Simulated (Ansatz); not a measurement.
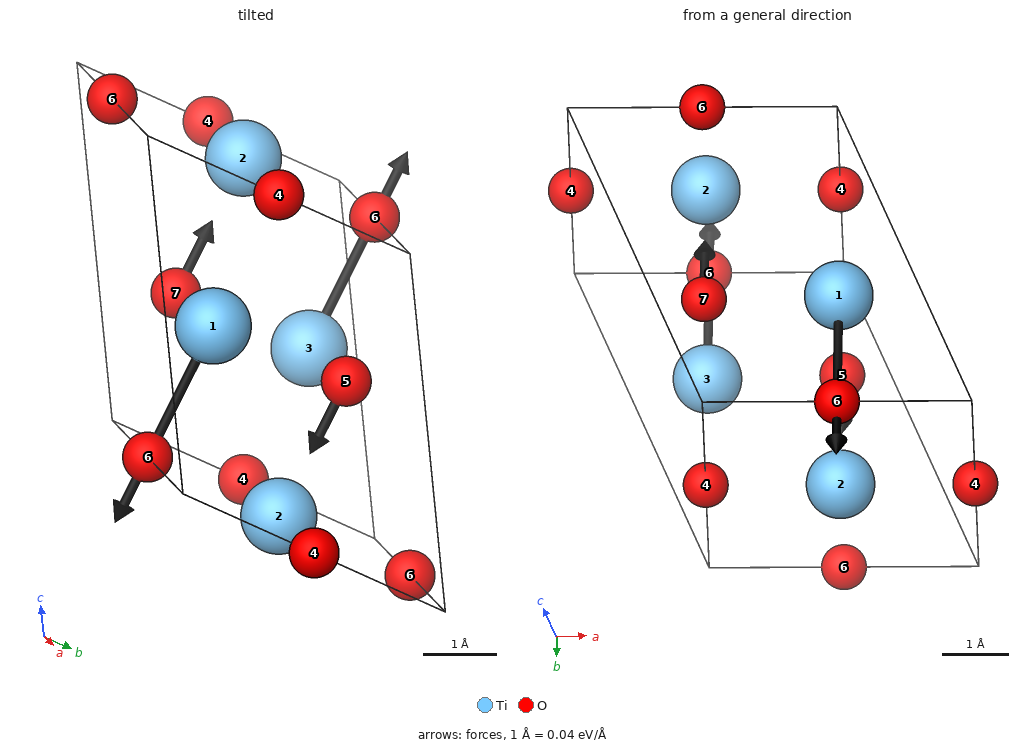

The crystal in a spheres-only representation, seen slightly off an axis and from a general direction. Thin lines show the cell (the run's own, in a reduced setting), with boundary atoms drawn in all their periodic places. The arrows are the computed forces on the atoms.

System: Ti3O4. Level of theory and settings: DFT PBEsol, scalar-relativistic, plane waves, PAW (Ansatz), E_cut = 420 eV, k-points about 0.15 Å⁻¹ apart, Gaussian smearing of 0.15 eV, no spin polarisation.

### Is this an equilibrium geometry?

No. The atoms still feel forces of up to about 0.1 eV/Å, above a usual threshold of 0.01 to 0.03 eV/Å.

### Which atom feels the largest force?

Ti1 and Ti3, about 0.1 eV/Å.

Source of the structure: a structure listed in the Materials Project. The cell was then strained or its atoms displaced on purpose. It went into a calculation with Ansatz.
